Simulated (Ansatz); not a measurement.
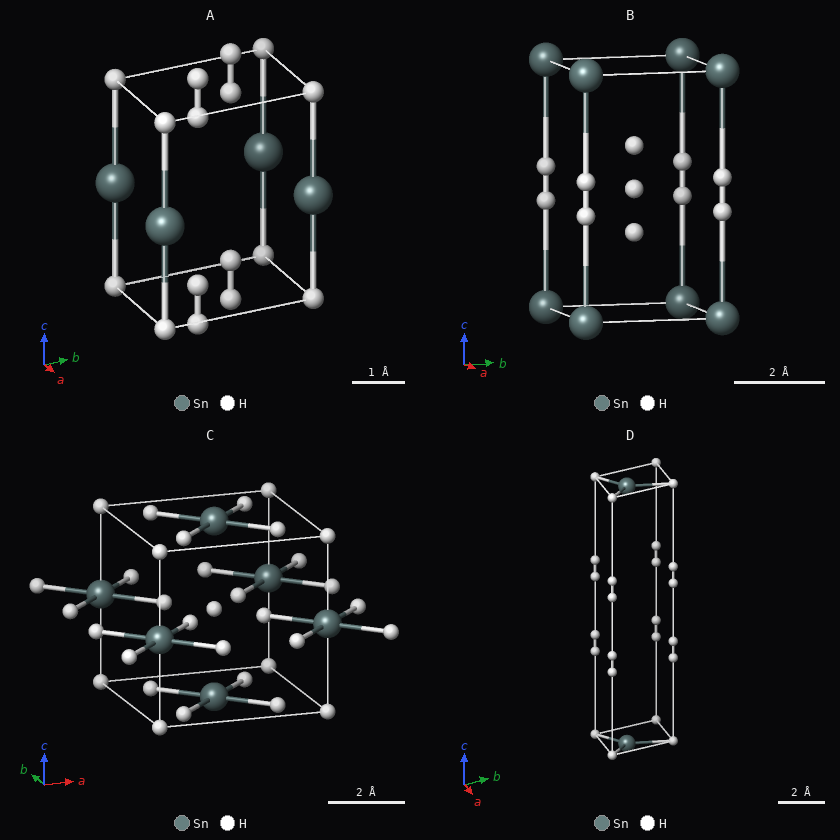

Four structures of SnH$_{5}$, each relaxed to rest (conventional cells in solid outline, small ones repeated, each panel with its own scale). Method: DFT PBE, scalar-relativistic, plane waves, PAW in Ansatz, without spin polarisation.

Name the structure in each panel.

Answer. A: 6 atoms a cell on a primitive hexagonal lattice, P6/mmm; B: 6 atoms a cell on a primitive tetragonal lattice, P4/mmm; C: 12 atoms a cell on a body-centred tetragonal lattice, I4/mmm; D: 6 atoms a cell on a primitive hexagonal lattice, P-6m2.

Rank them by energy, lowest first.

Answer. D, then A (+77 meV/atom), B (+120 meV/atom) and C (+439 meV/atom), energies at zero smearing.

Collect the results in a table.

Answer.
| panel | structure | E − E(lowest) (meV/atom) | volume (Å³/atom) | gap (eV) |
| --- | --- | --- | --- | --- |
| D | P-6m2 | 0 | 21.9 | metal |
| A | P6/mmm | 77 | 9.6 | metal |
| B | P4/mmm | 120 | 9.3 | metal |
| C | I4/mmm | 439 | 8.9 | metal |

Some of these may be structure types tried for this composition rather than known phases, and the most stable form need not be among them. Gaps are taken on the k-mesh or band path of each run.
